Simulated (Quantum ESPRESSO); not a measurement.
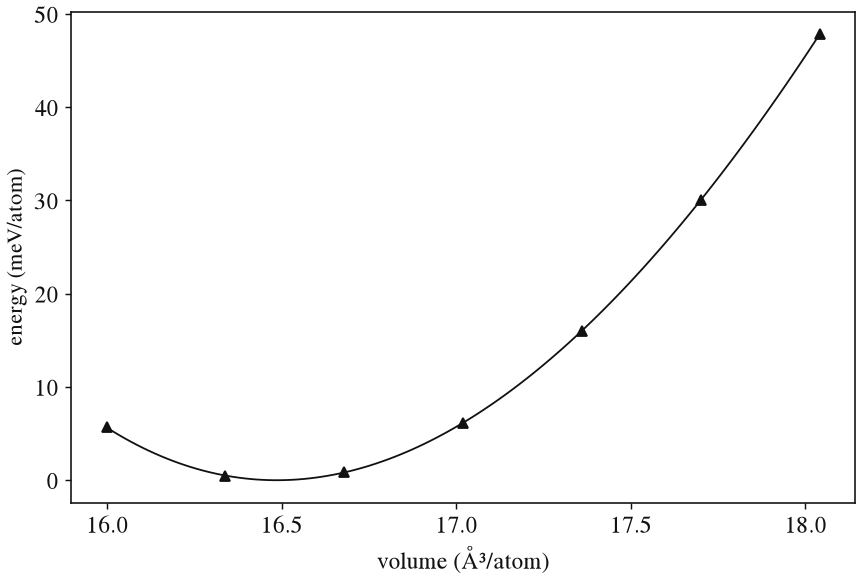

Plotted: energy against volume for Ti, space group P6/mmm (No. 191).

Structure:
```xyz
3
Lattice="4.5674 0.0000 0.0000 -2.2837 3.9555 0.0000 0.0000 0.0000 2.8262" Properties=species:S:1:pos:R:3 pbc="T T T"
Ti    2.2837    1.3185    1.4131
Ti    0.0000    2.6370    1.4131
Ti    0.0000    0.0000    0.0000
```

How it was computed, with Quantum ESPRESSO 7.5: plane-wave DFT, no spin polarisation; energies at scaled volumes of the given cell, shape and fractions fixed, counted from the fit's minimum, third-order Birch-Murnaghan fit. Level: PBEsol.

k mesh 7×7×9; occupations Fermi–Dirac; smearing width 0.05 eV; potentials PseudoDojo 0.4.1 SR PBEsol standard; wave cutoff 1143 eV; density cutoff 4572 eV.

From this curve and the settings, what does the calculation give for the pressure at the same points?

The pressure falls from 3.78 GPa at volume 16.00 Å³/atom to −9.21 GPa at 18.04 Å³/atom, and changes sign near 16.49 Å³/atom.

| volume (Å³/atom) | pressure (GPa) |
| --- | --- |
| 16.00 | 3.78 |
| 16.34 | 1.08 |
| 16.68 | −1.38 |
| 17.02 | −3.63 |
| 17.36 | −5.67 |
| 17.70 | −7.52 |
| 18.04 | −9.21 |

Caveats: shape and atomic fractions are frozen while scaling, which makes layered, chain and framework solids too stiff.
